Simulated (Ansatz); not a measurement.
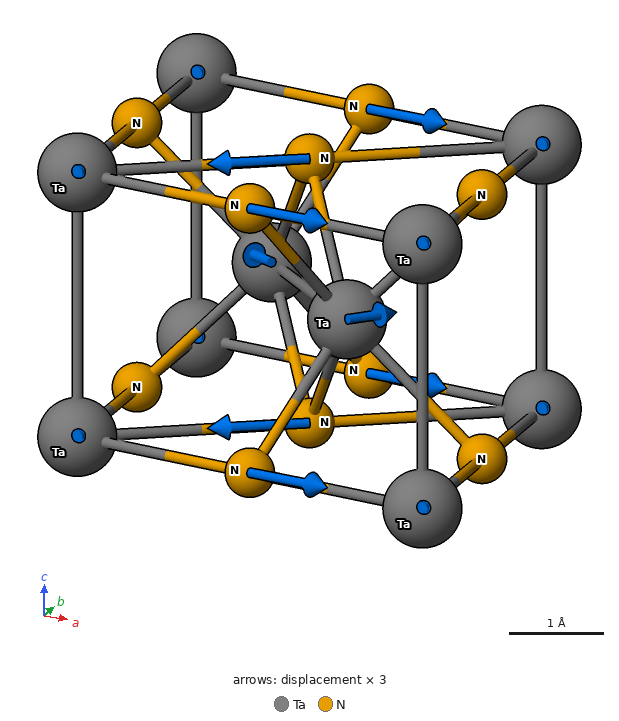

Solid TaN (set up in P6/mmm) in its unrelaxed database cell. The blue arrows show how the atoms are displaced (without the part that the change of the cell carries along), magnified 3 times. Besides, the cell is strained by +8.6 % along b, +4.2 % along c, −0.6 % along [2 1 0] (volume +12.4 %). The picture is a ball-and-stick view of the cell of the calculation, seen slightly off an axis.

Computed with DFT PBEsol, scalar-relativistic, plane waves, PAW in Ansatz. Settings: plane-wave cutoff 420 eV; occupations gaussian; smearing width 0.1 eV; no spin polarisation. The k-mesh is chosen for each cell (9×9×12, 8×8×10).

How are the atoms displaced, and what does the calculation give?

Atoms are displaced by up to 0.38 Å (root mean square over those that move 0.25 Å) relative to the cell. No relaxation follows. It costs 253 meV per atom. (The two runs use different k-meshes.) Pressure: 1.6 GPa before, −19.7 GPa after. The principal stresses (compression positive) are −3.6 GPa along [2 1 0], −22.8 GPa along c, −32.6 GPa along b. The largest forces, 4.8 eV/Å, act on 2 Ta atoms of the calculation's cell. The forces point partly back along the displacements (cosine −0.33). Both are metals. Among the bonded contacts that change: N–Ta 2.592 → 2.232 to 3.044 Å, Ta–Ta 2.994 → 2.684 to 3.330 Å, N–Ta 2.087 → 2.032 to 2.381 Å, Ta–Ta 2.908 → 3.029 Å. The space group (tolerance 0.01 Å) goes from P6/mmm (No. 191) to Amm2 (No. 38).
